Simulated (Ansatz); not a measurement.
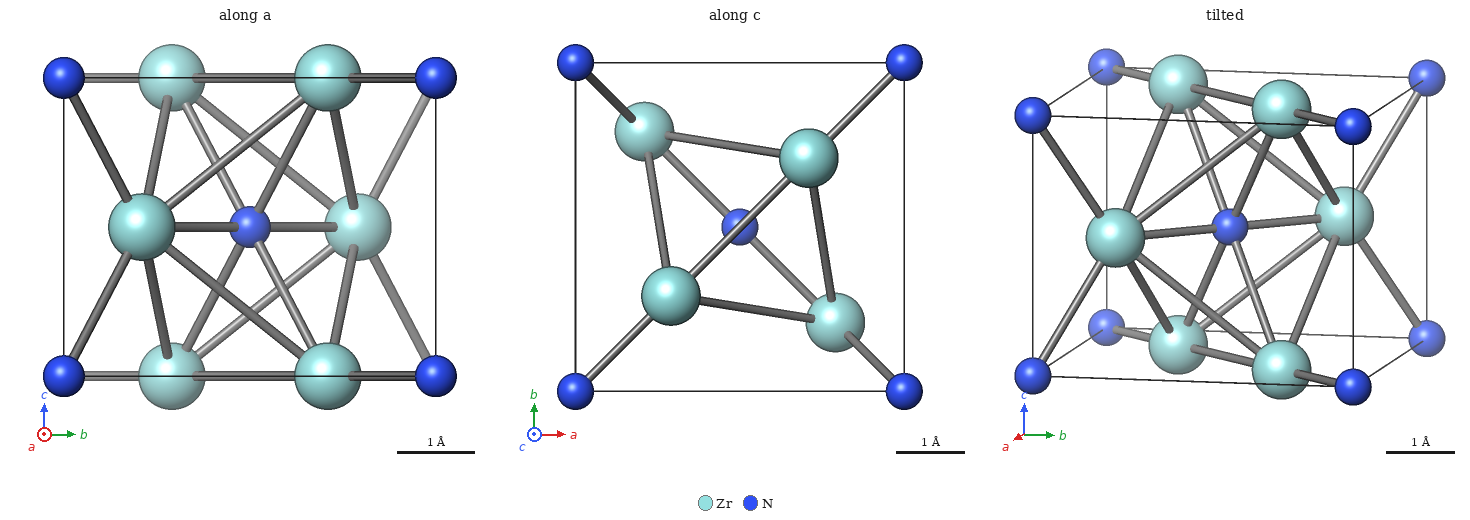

The image is a ball-and-stick drawing of a crystal, viewed along the a axis, along the c axis and slightly off an axis. The wireframe shows the conventional unit cell.

Its composition is Zr₂N. Space group: P4_2/mnm (No. 136). Lattice: primitive tetragonal. With Z = 2, the cell contains 4 Zr, 2 N. The numbers of neighbours within bonding distance are Zr 12 and N 6. Not all metal-metal contacts are counted.

The cell started as a structure listed in the Materials Project. This is the structure after a relaxation with DFT r2SCAN, scalar-relativistic, plane waves, PAW (Ansatz 0.2.0).
